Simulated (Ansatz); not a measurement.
## Formation energy and levels of the substitutional impurity Sr_Mg in MgO (Fm-3m)

Aim: at which Fermi levels does Sr_Mg in MgO (Fm-3m) change its charge? The model is a cell of 54 host atoms with 1 Mg taken out and 1 Sr put in.

Main program and level: Ansatz 0.2.0; place-levels on r2SCAN runs: charge-transition levels and formation energies with image-charge correction and potential alignment at the atomic sites; PAW set soft_1.

Experimental background.

For MgO, rocksalt (bulk crystal), “Electronic structure of alkaline earth and post-transition metal oxides” (2009, arxiv:0908.1581) quotes earlier work: band gap (literature experimental gap) 7.83 eV [Literature value based on experiment; other listed experimental values range from 7.7 to …].

Report form: the programs' logs are mostly left out.

## 1. The structure

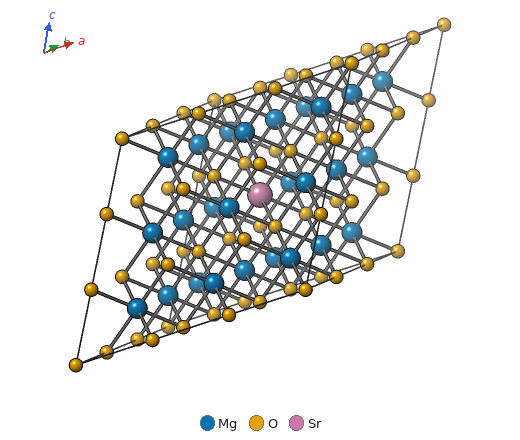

The starting structure, seen slightly off an axis (magnesium blue, oxygen orange, strontium pink). Bonds to atoms that aren't drawn are left out. Some periodic images of atoms are drawn too.

The cell holds 54 atoms: 26 Mg, 27 O and 1 Sr. Cell: a = 8.925 Å, b = 8.925 Å, c = 8.925 Å, α = 60.0°, β = 60.0°, γ = 60.0°. It derives from MgO (space group Fm-3m). Nearest the centre at fractional (0.667, 0.667, 0.333): Sr51 at 0.00 Å, O28 at 2.10 Å, O44 at 2.10 Å, O32 at 2.10 Å, O34 at 2.10 Å, O46 at 2.10 Å, O50 at 2.10 Å, Mg9 at 2.98 Å.

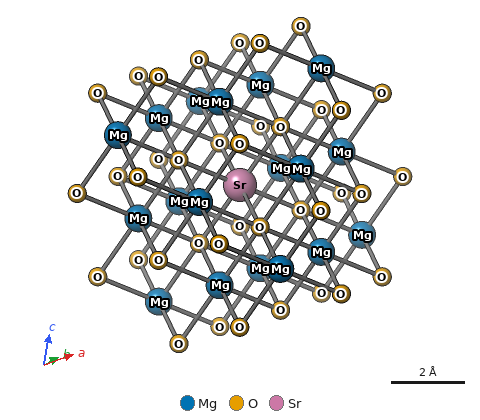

The atoms within 5 Å of the centre.

Coordinates:

```xyz
54
Lattice="0.0000 6.3112 6.3112 6.3112 0.0000 6.3112 6.3112 6.3112 0.0000" Properties=species:S:1:pos:R:3 pbc="T T T"
Mg    0.0000    0.0000    0.0000
O     2.1037    2.1037    2.1037
Mg    2.1037    2.1037    0.0000
O     4.2075    4.2075    2.1037
Mg    4.2075    4.2075    0.0000
O     6.3112    6.3112    2.1037
Mg    2.1037    0.0000    2.1037
O     4.2075    2.1037    4.2075
Mg    4.2075    2.1037    2.1037
O     6.3112    4.2075    4.2075
Mg    6.3112    4.2075    2.1037
O     8.4150    6.3112    4.2075
Mg    4.2075    0.0000    4.2075
O     6.3112    2.1037    6.3112
Mg    6.3112    2.1037    4.2075
O     8.4150    4.2075    6.3112
Mg    8.4150    4.2075    4.2075
O    10.5187    6.3112    6.3112
Mg    0.0000    2.1037    2.1037
O     2.1037    4.2075    4.2075
Mg    2.1037    4.2075    2.1037
O     4.2075    6.3112    4.2075
Mg    4.2075    6.3112    2.1037
O     6.3112    8.4150    4.2075
Mg    2.1037    2.1037    4.2075
O     4.2075    4.2075    6.3112
Mg    4.2075    4.2075    4.2075
O     6.3112    6.3112    6.3112
Mg    6.3112    6.3112    4.2075
O     8.4150    8.4150    6.3112
Mg    4.2075    2.1037    6.3112
O     6.3112    4.2075    8.4150
Mg    6.3112    4.2075    6.3112
O     8.4150    6.3112    8.4150
Mg    8.4150    6.3112    6.3112
O    10.5187    8.4150    8.4150
Mg    0.0000    4.2075    4.2075
O     2.1037    6.3112    6.3112
Mg    2.1037    6.3112    4.2075
O     4.2075    8.4150    6.3112
Mg    4.2075    8.4150    4.2075
O     6.3112   10.5187    6.3112
Mg    2.1037    4.2075    6.3112
O     4.2075    6.3112    8.4150
Mg    4.2075    6.3112    6.3112
O     6.3112    8.4150    8.4150
Mg    6.3112    8.4150    6.3112
O     8.4150   10.5187    8.4150
Mg    4.2075    4.2075    8.4150
O     6.3112    6.3112   10.5187
Sr    6.3112    6.3112    8.4150
O     8.4150    8.4150   10.5187
Mg    8.4150    8.4150    8.4150
O    10.5187   10.5187   10.5187
```

The host's dielectric constants go in as inputs: 3.24 for the electrons alone, 10.37 with the ions, from a response run on this crystal (DFPT, PBEsol) at that run's own cell.

The cell's shortest repeat is 8.9 Å.

## 2. The runs of each charge state

Levels follow from differences of total energies between charge states, each relaxed by itself.

Each atom starts 0.05 Å or so off its site in a random direction: a symmetric start keeps its symmetry, and would miss off-centre moves and Jahn–Teller distortions. Forces are taken at one point at (¼, ¼, ¼). The cell holds 1 electron more than the neutral one, with a uniform background that keeps it neutral on the whole. The electron count is odd, so at least one spin is unpaired; this run locks the moment at 1 μB.

The sampling was tested on the host first: at the k-points planned (1x1x1 shifted 0.25 0.25 0.25) its energy lies 0.020 eV an atom from the dense-mesh value, under the bound of 0.02 eV set for this test; that bounds the host's error, not the defect's.

One of the inputs; charge, spin and start change from state to state.

The input, qm1_M1.relax/input.yaml:

```yaml
crystal:
  lattice:
    - [0.0, 2.10374764, 2.10374764]
    - [2.10374764, 0.0, 2.10374764]
    - [2.10374764, 2.10374764, 0.0]
  atoms:
    - { symbol: Mg, position: [0.0, 0.0, 0.0] }
    - { symbol: O, position: [0.5, 0.5, 0.5] }
  supercell: [3, 3, 3]
  defects: [{ substitution: { at: 50, symbol: Sr } }]
total_charge: -1
basis:
  ecutwfc: 500
  xc_grid: 2
hamiltonian:
  xc: r2scan
  pseudopotentials: { kind: paw, azcp: { folder: soft_1 } }
kpoints:
  mp_grid: { grid: [1, 1, 1], shift: [0.25, 0.25, 0.25] }
magnetization:
  spin_polarized: true
  initial_magnetization: 1
  spin_locking: { lock_magnetization: hard }
scf:
  occupations: { method: fixed }
  max_iter: 60
output:
  forces: true
  charged_corrections: { epsilon: 3.24, static_epsilon: 10.37 }
relax:
  f_tol: 0.02
  max_steps: 80
  random_displacement: { amplitude: 0.05, seed: 2419 }
checkpoint:
  write: "../qm1_M1.relax.run"
  compress: false
  write_wavefunctions: true
  write_every: 100000
```

Started as:

```
$ ansatz run input.yaml --threads 4 --pin off --max-ram 7536MiB --backend cpu --events-out ev --progress --plain --runs-dir out
```

The relaxed structure is kept and the sampling changed to a 2×2×2 shifted mesh.

The run of this state that the levels use, under r2SCAN:

The input, qm1_M1.point/input.yaml:

```yaml
crystal:
  checkpoint: "../qm1_M1.relax.run"
  host: checkpoint
total_charge: -1
basis:
  ecutwfc: 500
  xc_grid: 2
hamiltonian:
  xc: r2scan
  pseudopotentials: { kind: paw, azcp: { folder: soft_1 } }
kpoints:
  mp_grid: { grid: [2, 2, 2], shift: [0.5, 0.5, 0.5] }
magnetization:
  spin_polarized: true
  initial_magnetization: 1
  spin_locking: { lock_magnetization: hard }
scf:
  occupations: { method: fermi_dirac, width: 0.01 }
  max_iter: 60
output:
  forces: true
  eigenvalues: true
  charged_corrections:
    epsilon: 3.24
    static_epsilon: 10.37
    defect_position: [0.666667, 0.666667, 0.333333]
  eigenstates: { localisation: true }
  populations: true
  efg: {}
  band_densities: [{ bands: [v1, v1] }, { bands: [c1, c1] }]
  write_density: true
  write_potential: true
  volumetric_format: npy
checkpoint:
  read: "../qm1_M1.relax.run"
  write: "../qm1_M1.point.run"
  compress: false
  write_wavefunctions: false
  write_every: 100000
```

Relaxations under r2SCAN at one point at (¼, ¼, ¼); times on 4 threads of Arm Neoverse V2, shared host:

| charge | moment (μB) | occupations | outcome | steps | largest displacement against the far atoms (Å) | time |
| --- | --- | --- | --- | --- | --- | --- |
| −1 | 1 | fixed | converged | 5 | 0.17 | 2 min |
| 0 | 0 | fixed | converged | 4 | 0.17 | 46 s |
| +1 | 1 | fixed | converged | 5 | 0.18 | 2.8 min |

Single points under r2SCAN at a 2×2×2 shifted mesh; times on 4 threads of Arm Neoverse V2, shared host:

| charge | moment (μB) | occupations | outcome | time |
| --- | --- | --- | --- | --- |
| −1 | 1 | fermi-dirac | converged | 2.1 min |
| 0 | 0 | fermi-dirac | converged | 53 s |
| +1 | 1 | fermi-dirac | converged | 2.4 min |

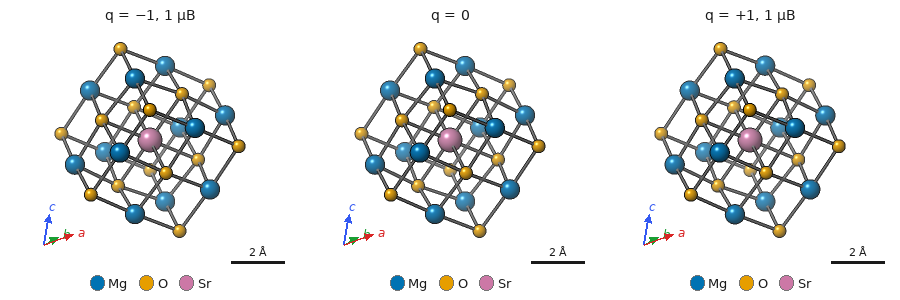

The structures near the centre after relaxation with r2SCAN, by charge.

Distances (Å) from Sr51 to the nearest atoms after relaxation with r2SCAN:

| charge | moment (μB) | 1. | 2. | 3. | 4. | 5. | 6. |
| --- | --- | --- | --- | --- | --- | --- | --- |
| −1 | 1 | O 2.28 | O 2.28 | O 2.28 | O 2.28 | O 2.28 | O 2.28 |
| 0 | 0 | O 2.28 | O 2.28 | O 2.28 | O 2.28 | O 2.28 | O 2.28 |
| +1 | 1 | O 2.27 | O 2.27 | O 2.27 | O 2.27 | O 2.28 | O 2.28 |

## 3. Placing the levels, r2SCAN

A charged cell interacts with its images and the background, and its potential has another zero than the host's. place-levels removes the first by a point-charge model, screened by the static dielectric constant since the ions have relaxed around the charge, and the second by comparing potentials at atoms far from the defect.

The host is a run of the defect-free crystal in the same cutoffs, grids and k-points, so that basis and sampling errors cancel in part in the differences. The host is run in a cell of 2 atoms on a matching mesh. Its band edges are searched through the zone by a band path, so the gap is smaller than, or equal to, that on the mesh. Chemical potentials are energies per atom of Mg (hcp) and Sr (fcc), run with the same functional and cutoff.

The input, levels.point.yaml:

```yaml
host:
  run: host.point.run
states: [qm1_M1.point.run, q0.point.run, qp1_M1.point.run]
geometry_from:
  qm1_M1.point.run: qm1_M1.relax.run
  q0.point.run: q0.relax.run
  qp1_M1.point.run: qp1_M1.relax.run
chemical_potentials:
  Mg:
    energy: -1926.407918
    dataset: "<sha256 of the dataset>"
  Sr:
    energy: -3555.131429
    dataset: "<sha256 of the dataset>"
epsilon: 3.24
static_epsilon: 10.37
vertical:
  - { from: qm1_M1.point.run, to: qm1_M1.point_neutral.run }
  - { from: qp1_M1.point.run, to: qp1_M1.point_neutral.run }
```

Started as:

```
$ ansatz place-levels levels.point.yaml -- --threads 4 --pin off --max-ram 7536MiB
```

Run time: 0.27 s. Hardware: 4 threads of Arm Neoverse V2, shared host.

Levels between the charges placed, in eV above the valence top:

|  | gap (eV) | (+1/0) | (0/−1) |
| --- | --- | --- | --- |
| r2SCAN | 5.68 | 0.00 | 5.72 |

Corrections by state:

| charge | moment (μB) | image terms and alignment (eV) | band filling (eV) | ε used | over the lowest of its charge, as the program ranks them, band filling apart (eV) |
| --- | --- | --- | --- | --- | --- |
| +1 | 1.0 | 0.508 | -0.200 | 10.37 | 0.000 |
| 0 | 0.0 | 0.000 | - | - | 0.000 |
| −1 | 1.0 | -0.188 | -1.299 | 10.37 | 0.000 |

The charged structures listed were also run neutral, and place-levels reads from each pair, by the potential or the spins, how wide the charge is by which they differ; that can be the carrier of either run.

| charge | rms radius (Å) | spread where it is widest against the cell (Å) | wide from (Å) | reading |
| --- | --- | --- | --- | --- |
| +1 | 4.0 | 2.41 | 1.26 | wide |
| −1 | 6.1 | 3.52 | 1.26 | wide |

The neutral runs of these pairs need not share the spin of the lowest neutral state, and very wide values only mean spread over the cell.

From the program's caveats on the states, each cut to its opening words:

- charge +1 (1 μB): it parts from the run at its places by a charge that spreads by about 2.4 Å along one vector (1.3 Å or more is wide), by its potential at epsilon 3.24, taken [...]
- charge +1 (1 μB): a band-filling correction moves a carrier to the host's band edge, which changes its energy by -0.200 eV
- charge +1 (1 μB), 0, −1 (1 μB): its alignment with the host at atomic sites is doubtful: the cell is too small to show whether the defect's potential has decayed: take a larger one
- charge +1 (1 μB), −1 (1 μB): flagged: stability check not made
- charge −1 (1 μB): it parts from the run at its places by a charge that spreads by about 3.5 Å along one vector (1.3 Å or more is wide), by its potential at epsilon 3.24, taken [...]
- charge −1 (1 μB): a band-filling correction moves a carrier to the host's band edge, which changes its energy by -1.299 eV
- charge −1 (1 μB): its moments are held at its close (magnetization.spin_locking), by a field of 0.419 eV a Bohr magneton, and its energy and levels are of the state that this [...]

The host's formation energy from the elements is -2.963 eV per atom; it sets how far the chemical potentials can move.

Formation energies (eV), Mg-rich (Δμ(Mg) = 0.00 eV, Δμ(O) = -5.93 eV, Δμ(Sr) = 0.00 eV):

| charge | Fermi level at the valence top | at the conduction bottom |
| --- | --- | --- |
| +1 | 3.01 | 8.68 |
| 0 | 3.01 | 3.01 |
| −1 | 8.73 | 3.05 |

Formation energies (eV), O-rich (Δμ(O) = 0.00 eV, Δμ(Mg) = -5.93 eV, Δμ(Sr) = 0.00 eV):

| charge | Fermi level at the valence top | at the conduction bottom |
| --- | --- | --- |
| +1 | -2.92 | 2.76 |
| 0 | -2.92 | -2.92 |
| −1 | 2.80 | -2.88 |

The charge transition levels (eV, zero at the valence-band top of the host):

|  | conduction bottom | valence top |
| --- | --- | --- |
| Sr_Mg | 5.68 | 0.00 |

|  | level | energy (eV) |
| --- | --- | --- |
| Sr_Mg | (+1/0) | 0.00 |
| Sr_Mg | (0/−1) | 5.72 |

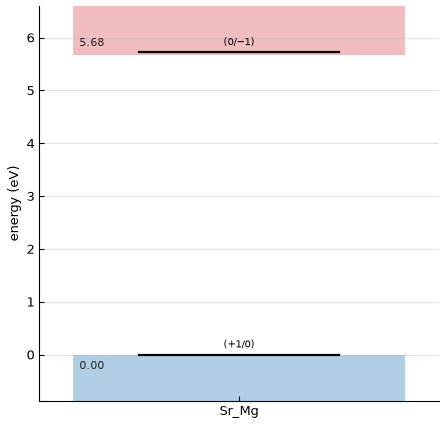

Charge transition levels. Shaded: valence and conduction bands.

## 4. Effect of the sampling

The relaxations' own energies give the levels at their sampling, for comparison.

The input, levels.relax_mesh.yaml:

```yaml
host:
  run: host.relax.run
states: [qm1_M1.relax.run, q0.relax.run, qp1_M1.relax.run]
chemical_potentials:
  Mg:
    energy: -1926.407918
    dataset: "<sha256 of the dataset>"
  Sr:
    energy: -3555.131429
    dataset: "<sha256 of the dataset>"
```

Started as:

```
$ ansatz place-levels levels.relax_mesh.yaml -- --threads 4 --pin off --max-ram 7536MiB
```

The job ended after 0.09 s (4 threads).

Levels between neighbouring charges, in eV above the valence top:

|  | gap (eV) | (+1/0) | (0/−1) |
| --- | --- | --- | --- |
| one point at (¼, ¼, ¼) | 5.66 | -0.01 | 5.70 |
| a 2×2×2 shifted mesh | 5.68 | 0.00 | 5.72 |

Going from one point at (¼, ¼, ¼) to a 2×2×2 shifted mesh moves formation energies against the elements by up to 0.08 eV; band-filling terms, which differ between samplings, are in these energies.

## 5. Outcome

```
gap of the host                                                          : 5.68 eV (r2SCAN)
level (plus 1/0)                                                         : 0.00 eV above the valence top (-0.20 eV above the valence top without the band-filling term)
level (0/minus 1)                                                        : 5.72 eV above the valence top, past the conduction bottom (7.02 eV above the valence top without the band-filling term)
lowest of the charges placed, just above the valence top (0.02 eV)       : 0
lowest of the charges placed, just below the conduction bottom (0.02 eV) : 0
lowest formation energy at mid-gap of the charges run, Mg-rich           : 3.01 eV
lowest formation energy at mid-gap of the charges run, O-rich            : -2.92 eV
```

Of the charges placed (−1, 0 and +1), 0 is the lowest from 0.02 eV above the valence top to 0.02 eV below the conduction bottom, a gap of 5.68 eV. States placed: +1 at 1 μB; 0 at 0 μB; −1 at 1 μB. Other spin states or structures, where not listed, weren't placed. The program finds carriers beyond a band edge of the host and adds a band-filling term at charge −1 (-1.30 eV) and +1 (-0.20 eV); steps to such a charge show no bound level, and a defect level inside a band would be read the same way. Sr is taken at its element; compounds, which aren't counted here, bound the chemical potentials and would shift these formation energies. The lowest formation energy (O-rich) is negative across the gap, so the defect would form by itself: these chemical potentials lie beyond what competing compounds allow, or the host is unstable against it. Going from one point at (¼, ¼, ¼) to a 2×2×2 shifted mesh moves formation energies against the elements by up to 0.08 eV; band-filling terms, which differ between samplings, are in these energies. The program doubts the alignment of potentials for at least one state, a sign that the cell is small. Keep in mind: the images are only 8.9 Å apart; r2SCAN makes the gap too small and tends to spread out bound carriers; where a gas molecule sets a chemical potential or the host's formation energy, its binding is uncorrected; force components of up to 0.14 eV/Å remain in a run at the final settings.

Calculation against experiment:

| quantity | measured | r2SCAN |
| --- | --- | --- |
| band gap (least gap of the host) (eV) | 7.83 | 5.68 (-2.15 eV) |

Measured values from arxiv:0908.1581 (2009).

**Verdict.** The band gap is off by -2.15 eV: a clear miss. Local and semilocal functionals usually give gaps below the measured ones. Zero-point and thermal motion shift the measured gap.

[Logs are printed without paths, hosts, clocks, repeated set-up lines and the standing remarks that a program may print on its own settings, such as how far it seeks lower states.]

[Hosts, paths, dates, database ids (printed as entryN), source tags and the programs' standing remarks are cut or masked in the printed files.]

[Where a table of states has a column of steps, it counts the stored structures, which are thinned; the runs took as many ionic steps or more.]

[A defect's name tells the site on which it was built; relaxed atoms can leave that site.]

[For some hosts the program warned that the k-mesh of the response run may be too coarse for force constants and the static dielectric constant; such warnings are not shown here.]
